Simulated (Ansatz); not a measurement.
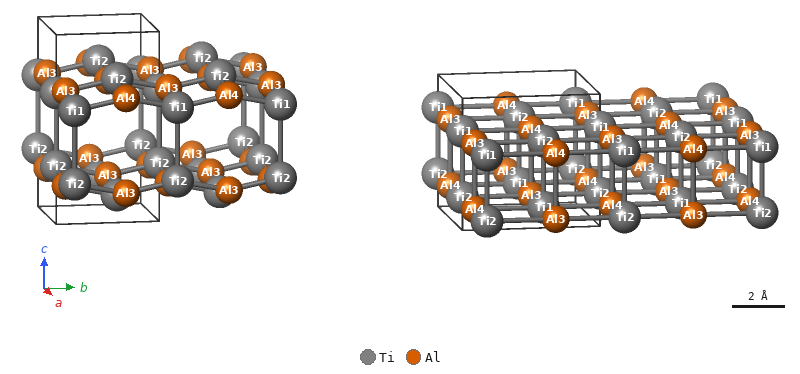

Two geometries of a crystal of TiAl (a generated structure, set up in I4/mmm) (coarse preliminary run), drawn at one scale. One is the start of a relaxation, the other its converged end. A ball-and-stick model of the conventional cell (2 times the calculation's cell), repeated 2 × 2 × 1 with one cell outlined, seen slightly off an axis. Lengths and directions refer to the drawn axes.

Method: DFT PBE, scalar-relativistic, plane waves, PAW (Ansatz 0.2.0). Set-up: plane-wave cutoff 420 eV; k-point mesh 6 × 6 × 6; occupations gaussian; smearing width 0.1 eV; no spin polarisation; cell and atoms relaxed; force threshold 0.04 eV/Å; at most 70 steps.

Q: Which of the two is the end point?

A: The right one is the relaxed one. The energy falls by 3281 meV per atom in 15 accepted moves (18 points after the start). Largest force component: 5.2 eV/Å at the start, under 0.0001 eV/Å at the end. The pressure goes from 90.67 to −0.04 GPa. At 3 points the geometry stayed and the basis and grid were re-selected for the new cell (energy shift of 128 meV per atom at most each time). The largest moves relative to the cell, 0.29 Å, are those of Ti1 and Ti2. Ti1 goes along +c. Al stays in place. The drawn cell changes as follows: a = b 4.039 → 5.396 Å (+33.6 %), c 7.440 → 5.184 Å (−30.3 %); the volume changes by +24.4 %. Near-neighbour distances that change, for instance: Ti1–Ti2 4.554 → 2.592 Å, Al3–Al4 3.720 → 2.592 Å, Ti1–Ti2 (another image) 2.975 → 3.816 Å, Ti1–Al3 2.062 → 2.698 Å. New bonds form: Al3–Al4 (3.72 → 2.59 Å), Ti1–Ti2 (4.55 → 2.59 Å). Among the angles between lasting bonds that change: Al3–Ti1–Al3 156.7° → 180.0°, Ti1–Al3–Ti1 156.7° → 180.0°, Ti2–Ti1–Al3 101.7° → 90.0°. The space group (tolerance 0.01 Å) goes from I4/mmm (No. 139) to P4/mmm (No. 123). Cost: 70 s on 1 thread of Intel(R) Xeon(R) Processor @ 2.70GHz, on a shared host, peak memory 0.39 GiB.
